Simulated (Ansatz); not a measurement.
**Run report: TiAl₂, geometry relaxation (part 2 of 2)**

Continued. System: TiAl₂ (12 atoms in the cell). Method: DFT r2SCAN, scalar-relativistic, plane waves, PAW, no spin polarisation (Ansatz 0.2.0); cutoff 500 eV, 12×12×12 k-mesh, Gaussian smearing of 0.1 eV. The structure derives from a Materials Project entry.

Geometry of the input (Å; fractional positions):
```
-1.9744  1.9744  12.0765
1.9744  -1.9744  12.0765
1.9744  1.9744  -12.0765
Ti 0.6720  0.1720  0.5000
Ti 0.9220  0.9220  0.0000
Ti 0.8280  0.3280  0.5000
Ti 0.0780  0.0780  0.0000
Al 0.4136  0.4136  0.0000
Al 0.2500  0.2500  0.0000
Al 0.7500  0.7500  0.0000
Al 0.3364  0.8364  0.5000
Al 0.1636  0.6636  0.5000
Al 0.5000  1.0000  0.5000
Al 0.0000  0.5000  0.5000
Al 0.5864  0.5864  0.0000
```

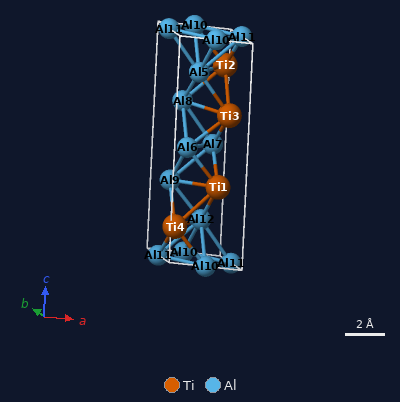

Fig. 1: The geometry at step 3 of the log (ball-and-stick view of the reduced cell, seen slightly off an axis; atoms are numbered from 1 in the order of the input).

Output, continued:
```
--- Per-component energies (eV) ---
  E_band       = -689.773783
  E_kinetic    = 1285.725147
  E_local      = -4636.374189  (includes V_loc(G=0)·N_el)
  E_nonlocal   = 111.444719
  E_hartree    = 2021.471175
  E_xc         = -670.740688
  E_vxc        = -786.986638  (∫ρ·V_xc dr)
  E_paw        = -8015.736154  (= ΣΔE_a)
  E_vpaw       = -752.617691  (= ΣTr[D̂ρ^β])
  E_aug_tail   = 0.000373  (compensation charges beyond the density's cutoff)
  E_vtau       = 46.092093  (kinetic-family band-sum trace: ∫τ·v_τ [+ j·A + Jᵃ·Aᵃ] dr)
  E_ewald      = -4440.770284
  E_core_change = -1.494693  (= ΣΔE_core)
  E_smearing   = -0.019176  (= −TS)
  E_closure    = -0.000000  (closes the sum)
  Σ components = -14346.493770   (vs F -14346.493770, Δ=0.00e0)
--- Forces (eV/Å), atoms counted from 1 ---
  atom   1  Ti     0.00000000     0.00000000     0.00154091
  atom   2  Ti     0.00000000     0.00000000     0.00154091
  atom   3  Ti     0.00000000     0.00000000    -0.00154091
  atom   4  Ti     0.00000000     0.00000000    -0.00154091
  atom   5  Al     0.00000000    -0.00000000     0.00008847
  atom   6  Al     0.00000000     0.00000000     0.00008133
  atom   7  Al    -0.00000000     0.00000000    -0.00008133
  atom   8  Al     0.00000000    -0.00000000    -0.00008847
  atom   9  Al    -0.00000000    -0.00000000     0.00008847
  atom  10  Al     0.00000000     0.00000000    -0.00008133
  atom  11  Al     0.00000000    -0.00000000     0.00008133
  atom  12  Al     0.00000000    -0.00000000    -0.00008847
  max |Σ_I F_I| component: 1.34e-18 eV/Å
--- Stress (GPa, compression-positive) ---
        0.002217      -0.000000       0.000000
       -0.000000       0.002217       0.000000
       -0.000000      -0.000000       0.001846
  P = ⅓ Tr σ = 0.0021 GPa (0.021 kbar)
--- Band table (eV; the first three rows and the last of 163) ---
  k-point 0: bands = ["-48.6374", "-48.6365", "-48.6087", "-48.6078", "-23.9330", "-23.9330", "-23.9020", "-23.9009", "-23.9009", "-23.8835", "-23.8820", "-23.8820", "-23.7813", "-23.7813", "-23.7588", "-23.7399", "-0.2289", "0.4686", "1.4587", "4.0563", "4.1145", "7.4686", "7.9628", "8.0757", "8.4117", "8.4117", "8.5440", "8.5440", "8.7569", "8.8318", "8.9043", "9.7229", "9.7229", "9.7633", "9.7633", "10.0004", "10.7170", "10.8685", "11.1465", "11.1465", "11.5199", "11.5528", "11.7001", "11.7001", "11.7212", "12.1202", "12.3433", "13.7116"]
  k-point 1: bands = ["-48.6368", "-48.6359", "-48.6091", "-48.6081", "-23.9339", "-23.9339", "-23.9027", "-23.9027", "-23.9024", "-23.8847", "-23.8847", "-23.8843", "-23.7811", "-23.7804", "-23.7577", "-23.7394", "-0.0852", "0.6017", "1.6002", "4.1507", "4.2480", "7.2792", "7.3080", "7.3550", "7.8999", "8.2796", "8.4626", "8.6495", "8.6624", "8.7985", "9.1784", "9.6523", "9.7178", "9.7875", "9.8923", "10.4055", "10.4948", "10.7887", "11.3039", "11.3081", "11.4583", "11.4777", "11.7797", "11.7926", "12.0954", "12.3675", "12.4271", "13.3005"]
  k-point 2: bands = ["-48.6350", "-48.6341", "-48.6102", "-48.6093", "-23.9361", "-23.9361", "-23.9076", "-23.9076", "-23.9037", "-23.8916", "-23.8900", "-23.8881", "-23.7801", "-23.7776", "-23.7553", "-23.7385", "0.3392", "0.9966", "2.0131", "4.4229", "4.6325", "6.4537", "6.5342", "6.6186", "6.9698", "8.0496", "8.2094", "8.2922", "8.3248", "8.5031", "9.0839", "9.4551", "9.4864", "9.6915", "10.1909", "10.6274", "10.7550", "10.8873", "11.4043", "11.4410", "11.5630", "11.7154", "11.9995", "12.2089", "12.3935", "12.4187", "12.5591", "12.7890"]
  k-point 162: bands = ["-48.6369", "-48.6369", "-48.6082", "-48.6082", "-23.9330", "-23.9330", "-23.9009", "-23.9009", "-23.8934", "-23.8934", "-23.8820", "-23.8820", "-23.7813", "-23.7813", "-23.7488", "-23.7488", "0.0196", "0.0196", "2.4000", "2.4000", "6.0293", "6.0293", "8.1771", "8.1771", "8.4714", "8.4714", "8.4776", "8.4776", "8.6465", "8.6465", "9.5873", "9.5873", "9.7217", "9.7217", "9.7648", "9.7648", "10.7840", "10.7840", "11.3268", "11.3268", "11.4957", "11.4957", "11.6291", "11.6291", "11.8731", "11.8731", "13.1744", "13.1744"]
--- Relaxed structure (3 steps of the walk, 3 accepted, 1 SCFs on fresh bases) ---
  F+E_penalty+E_count = -14346.49376954 eV   max|allowed force component| = 1.541e-3 eV/Å   (the final SCF, on the basis selected at the relaxed cell)
  cell:  # Å, volume = 188.4450 Å³
    - [-1.9750932360120097, 1.9750932360120097, 12.076733384356928]
    - [1.9750932360120097, -1.9750932360120097, 12.076733384356928]
    - [1.9750932360120097, 1.9750932360120097, -12.076733384356928]
  atoms:
    - { symbol: Ti, position: [0.671976046709861, 0.17197604670986097, 0.5] }
    - { symbol: Ti, position: [0.9219760467098609, 0.9219760467098609, 8.029409251514251e-35] }
    - { symbol: Ti, position: [0.8280239532901392, 0.32802395329013906, 0.5000000000000001] }
    - { symbol: Ti, position: [0.07802395329013904, 0.07802395329013904, 7.94663864501619e-35] }
    - { symbol: Al, position: [0.41368557146427765, 0.41368557146427765, -1.092824032734248e-34] }
    - { symbol: Al, position: [0.24998839131487277, 0.24998839131487277, 1.8839994907298876e-35] }
    - { symbol: Al, position: [0.7500116086851272, 0.7500116086851272, 2.1844183375791483e-35] }
    - { symbol: Al, position: [0.33631442853572235, 0.8363144285357222, 0.5] }
    - { symbol: Al, position: [0.16368557146427773, 0.6636855714642778, 0.5] }
    - { symbol: Al, position: [0.5000116086851273, 1.0000116086851274, 0.5] }
    - { symbol: Al, position: [-1.1608685127212055e-5, 0.49998839131487294, 0.5000000000000001] }
    - { symbol: Al, position: [0.5863144285357224, 0.5863144285357224, -1.6953894843400148e-34] }
```

Trajectory as extended XYZ (Å, eV, eV/Å), 4 frames, from step=1 to step=4:
```
12
Lattice="-1.9744 1.9744 12.0765 1.9744 -1.9744 12.0765 1.9744 1.9744 -12.0765" Properties=species:S:1:pos:R:3:forces:R:3 step=1 energy=-14346.49364 pressure_GPa=0.10
Ti    0.0000    1.9744    4.1544    0.0000   0.0000  -0.0038
Ti    0.0000    0.0000   22.2692    0.0000   0.0000  -0.0038
Ti    0.0000    1.9744    7.9221    0.0000   0.0000   0.0038
Ti    0.0000    0.0000    1.8839    0.0000   0.0000   0.0038
Al    0.0000    0.0000    9.9902    0.0000   0.0000   0.0145
Al    0.0000    0.0000    6.0391    0.0000   0.0000  -0.0092
Al    0.0000    0.0000   18.1140    0.0000   0.0000   0.0092
Al    1.9744    0.0000    8.1246    0.0000   0.0000  -0.0145
Al    1.9744    0.0000    3.9519    0.0000   0.0000   0.0145
Al    1.9744    0.0000   12.0757    0.0000   0.0000   0.0092
Al    1.9744    0.0000    0.0008    0.0000   0.0000  -0.0092
Al    0.0000    0.0000   14.1629    0.0000   0.0000  -0.0145
12
Lattice="-1.9755 1.9755 12.0768 1.9755 -1.9755 12.0768 1.9755 1.9755 -12.0768" Properties=species:S:1:pos:R:3:forces:R:3 step=2 energy=-14346.49370 pressure_GPa=-0.05
Ti    0.0000    1.9755    4.1541    0.0000   0.0000  -0.0019
Ti    0.0000    0.0000   22.2693    0.0000   0.0000  -0.0019
Ti    0.0000    1.9755    7.9227    0.0000   0.0000   0.0019
Ti    0.0000    0.0000    1.8843    0.0000   0.0000   0.0019
Al    0.0000    0.0000    9.9922    0.0000   0.0000  -0.0025
Al    0.0000    0.0000    6.0379    0.0000   0.0000   0.0019
Al    0.0000    0.0000   18.1157    0.0000   0.0000  -0.0019
Al    1.9755    0.0000    8.1230    0.0000   0.0000   0.0025
Al    1.9755    0.0000    3.9538    0.0000   0.0000  -0.0025
Al    1.9755    0.0000   12.0773    0.0000   0.0000  -0.0019
Al    1.9755    0.0000   -0.0005    0.0000   0.0000   0.0019
Al    0.0000    0.0000   14.1615    0.0000   0.0000   0.0025
12
Lattice="-1.9751 1.9751 12.0767 1.9751 -1.9751 12.0767 1.9751 1.9751 -12.0767" Properties=species:S:1:pos:R:3:forces:R:3 step=3 energy=-14346.49373 pressure_GPa=0.00
Ti    0.0000    1.9751    4.1538    0.0000   0.0000   0.0015
Ti    0.0000    0.0000   22.2689    0.0000   0.0000   0.0015
Ti    0.0000    1.9751    7.9229    0.0000   0.0000  -0.0015
Ti    0.0000    0.0000    1.8845    0.0000   0.0000  -0.0015
Al    0.0000    0.0000    9.9919    0.0000   0.0000   0.0001
Al    0.0000    0.0000    6.0381    0.0000   0.0000   0.0001
Al    0.0000    0.0000   18.1154    0.0000   0.0000  -0.0001
Al    1.9751    0.0000    8.1232    0.0000   0.0000  -0.0001
Al    1.9751    0.0000    3.9536    0.0000   0.0000   0.0001
Al    1.9751    0.0000   12.0770    0.0000   0.0000  -0.0001
Al    1.9751    0.0000   -0.0003    0.0000   0.0000   0.0001
Al    0.0000    0.0000   14.1615    0.0000   0.0000  -0.0001
12
Lattice="-1.9751 1.9751 12.0767 1.9751 -1.9751 12.0767 1.9751 1.9751 -12.0767" Properties=species:S:1:pos:R:3:forces:R:3 step=4 energy=-14346.49377 pressure_GPa=0.00
Ti    0.0000    1.9751    4.1538    0.0000   0.0000   0.0015
Ti    0.0000    0.0000   22.2689    0.0000   0.0000   0.0015
Ti    0.0000    1.9751    7.9229    0.0000   0.0000  -0.0015
Ti    0.0000    0.0000    1.8845    0.0000   0.0000  -0.0015
Al    0.0000    0.0000    9.9919    0.0000   0.0000   0.0001
Al    0.0000    0.0000    6.0381    0.0000   0.0000   0.0001
Al    0.0000    0.0000   18.1154    0.0000   0.0000  -0.0001
Al    1.9751    0.0000    8.1232    0.0000   0.0000  -0.0001
Al    1.9751    0.0000    3.9536    0.0000   0.0000   0.0001
Al    1.9751    0.0000   12.0770    0.0000   0.0000  -0.0001
Al    1.9751    0.0000   -0.0003    0.0000   0.0000   0.0001
Al    0.0000    0.0000   14.1615    0.0000   0.0000  -0.0001
```

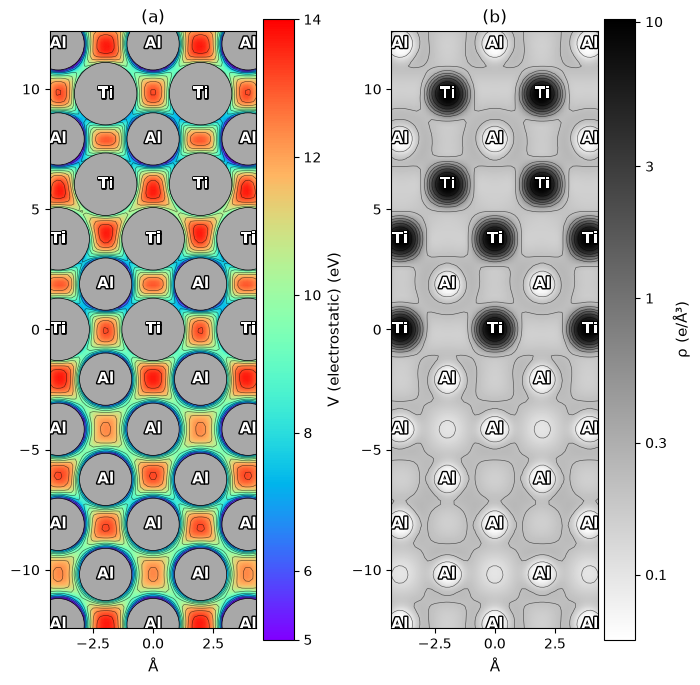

Fig. 2: (a) electrostatic potential (local pseudopotential plus Hartree) felt by an electron; (b) valence electron density on the (010) plane of the conventional cell. Grey discs, where drawn, cover atomic cores. The section cuts through Ti and Al sites. Al–Al (2.72 Å): ρ at the midpoint is about 0.24 e/Å³. Ti–Al (2.73 Å): ρ is about 0.22 e/Å³ halfway. Ti–Ti (3.01 Å): ρ is about 0.2 e/Å³ halfway. Ti–Al (2.86 Å): the density is about 0.2 e/Å³ at the midpoint. Al–Al (2.87 Å): ρ at the midpoint is about 0.22 e/Å³. Away from the nuclei the density in this plane falls to 0.1 e/Å³ at its lowest. Outside the cores the potential energy rises away from the atoms and is highest about 1.9 Å from the nearest atoms; outside the discs it spans about 9 eV, and its zero is arbitrary. The fields are those of the smooth PAW valence density.

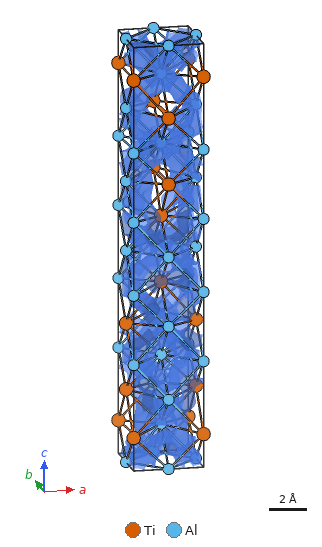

Fig. 3: Isosurface of the ELF at 0.6 (blue), seen slightly off an axis. Core shells and regions of very low density are left out. Sticks mark near contacts. The outline is the cell set on symmetry axes. Along the contacts the grid gives the following. Al–Al (2.72 Å): the ELF peaks at about 0.70 between the atoms. Ti–Al (2.73 Å): the ELF is about 0.40 at the midpoint, which marks metallic bonding.

Summary:

- outcome: converged
- space group (tolerance 0.01 Å): I4₁/amd (141)
- electrons treated: 72
- free energy: −14346.4938 eV
- Fermi energy: 10.526 eV
- gap on the k-point mesh: none (metallic)
- pressure: 0.00 GPa
- final volume: 188.45 Å³
- largest force (length of the vector) at the end: 0.002 eV/Å
- final cell: a = 12.396 Å, b = 12.396 Å, c = 12.396 Å, α = 161.66°, β = 161.66°, γ = 26.05°
- wall time: 4.6 min (CPU time 9 min)
- peak memory: 1.9 GiB
